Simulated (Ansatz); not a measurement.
**Be: density, localisation and related maps**

```yaml
crystal:
  lattice:
    - [-2.17757, 0.00000, 0.00000]
    - [0.00000, 0.00000, 3.44867]
    - [1.08878, 1.88583, 0.00000]
  atoms:
    - { symbol: Be, position: [0.41855, 0.25000, 0.71402] }
    - { symbol: Be, position: [0.58145, 0.75000, 0.28598] }
```

Space group P2₁/m; not relaxed (largest force 0.8 eV/Å).

Method: DFT LDA+D3(BJ), scalar-relativistic, plane waves, PAW in Ansatz 0.2.0.

Core electrons are frozen (PAW), and the valence fields are smoothed inside the atomic spheres.

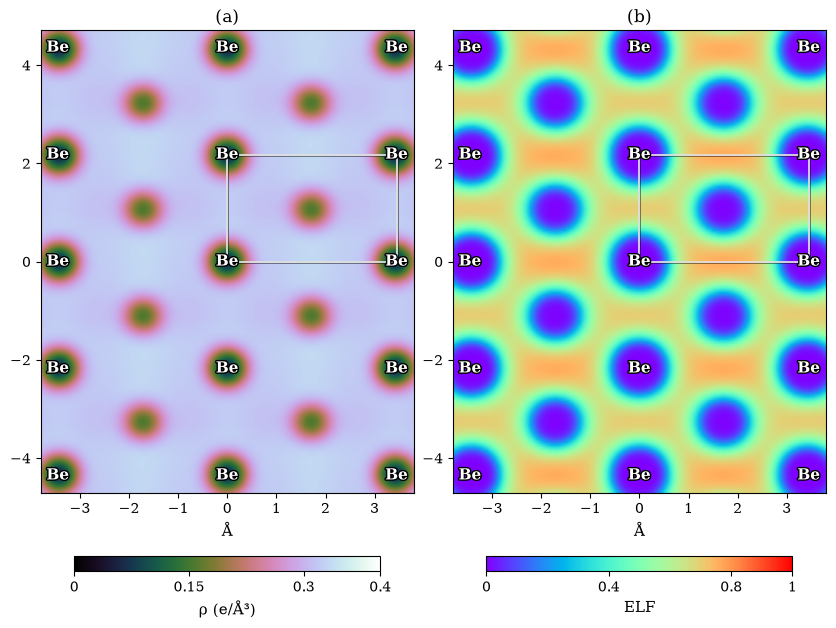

Figure 1. (a) valence charge density (pseudo); (b) electron localisation function on the (100) plane of the conventional cell.

**Read the bonding off the picture.**

Atoms in the plane: Be. Atoms just off the plane (Be, 0.3 Å away) can leave unmarked features too. Be–Be (2.18 Å): ρ at the midpoint is about 0.32 e/Å³; the ELF peaks at about 0.70 between the atoms. Between the atoms the lowest density in this plane is 0.31 e/Å³.

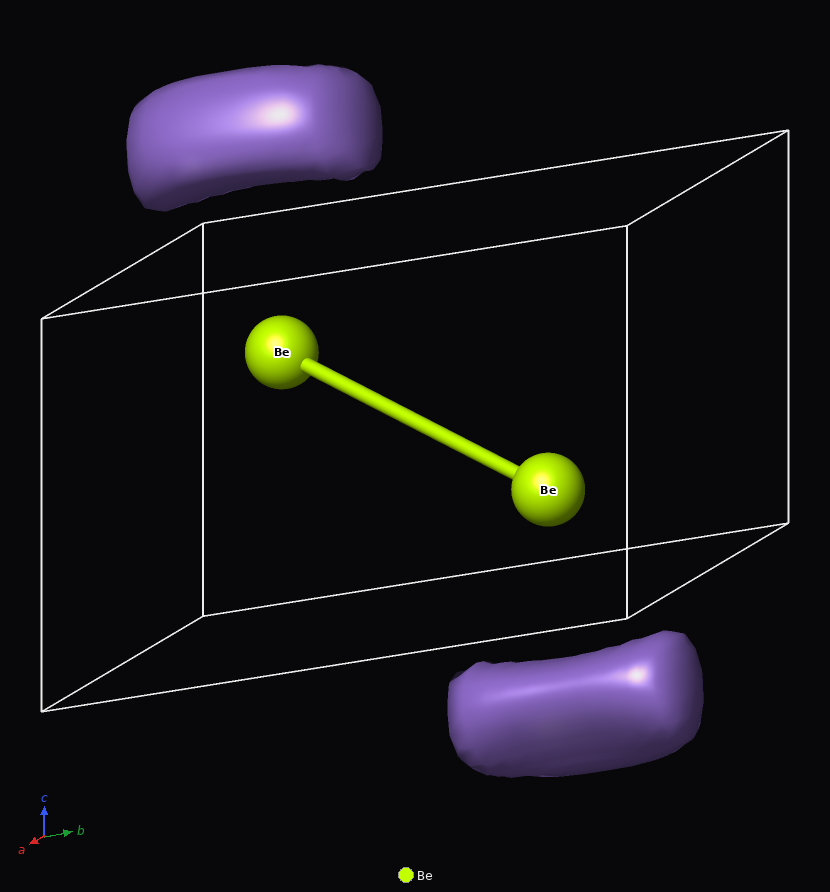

Figure 2. Isosurface of the ELF at 0.7 (purple), seen at an oblique angle. Only the valence region is drawn (cores and ρ < 0.01 e/Å³ removed). Sticks mark near contacts.

**Identify the bonds, lone pairs and shells in this picture.**

At this value the surface marks out two pockets between the atoms, centred on no nucleus (multi-centre or interstitial), counted in one cell of 2 atoms. Regions shared between cells count once. There are no localised bonds or lone pairs at this value. Profiles from the grid: Be–Be (2.05 Å): the ELF peaks at about 0.65 between the atoms.

**Metal or insulator at this level of theory?**

It is gapless in this calculation (a metal or semimetal).
